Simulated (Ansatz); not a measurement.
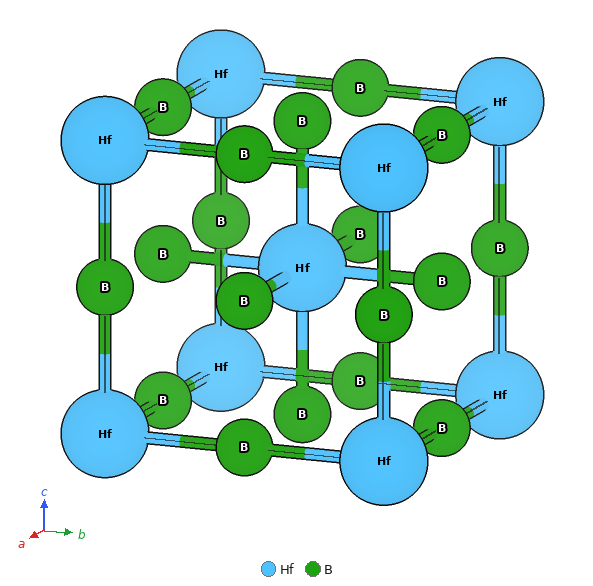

The crystal in a ball-and-stick representation, seen slightly off an axis. The edges of the conventional unit cell are marked. Cell: a = 4.56 Å, b = 4.56 Å, c = 4.56 Å, α = 90.00°, β = 90.00°, γ = 90.00°.

Provenance: a random cell made by a generator, so it need not be a real form of the compound. Earlier steps of the study may have refined or changed the cell and positions. It was the input of a calculation with Ansatz.

What is this?

Answer. Its composition is HfB$_{3}$. Space group: Im-3m (No. 229). Lattice: body-centred cubic. The cell comprises 2 formula units: 2 Hf, 6 B. Hf is coordinated by six B in an octahedral arrangement at about 2.3 Å. B is linked to two Hf in a linear arrangement at about 2.3 Å. The bonds build a three-dimensional framework.

The calculation used DFT PBE, scalar-relativistic, plane waves, PAW in Ansatz, with wavefunction cutoff 420 eV, k-points about 0.14 Å⁻¹ apart, Gaussian smearing of 0.1 eV, no spin polarisation.

Is the electronic structure metallic or gapped?

Answer. A metal: bands cross the Fermi level.

What net charge does each kind of atom have (Bader)?

Answer. Hf +1.56 e; B -0.52 e.

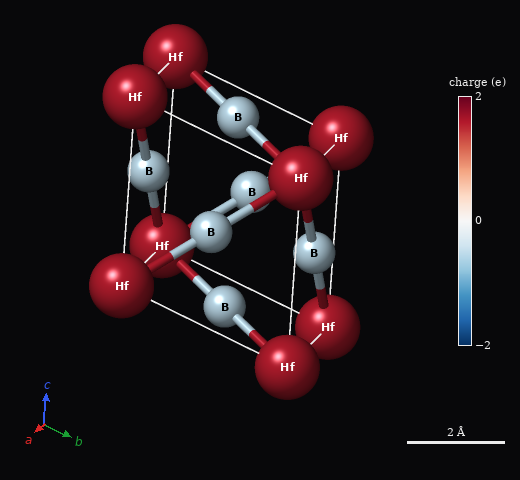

The atoms coloured by those charges. The run's cell of 4 atoms is drawn, so axes and origin can differ from the first picture.

Are forces and stress small enough to call this relaxed?

Answer. Yes. All forces vanish to within 0.01 eV/Å. The pressure is 0.0 GPa, close to zero.
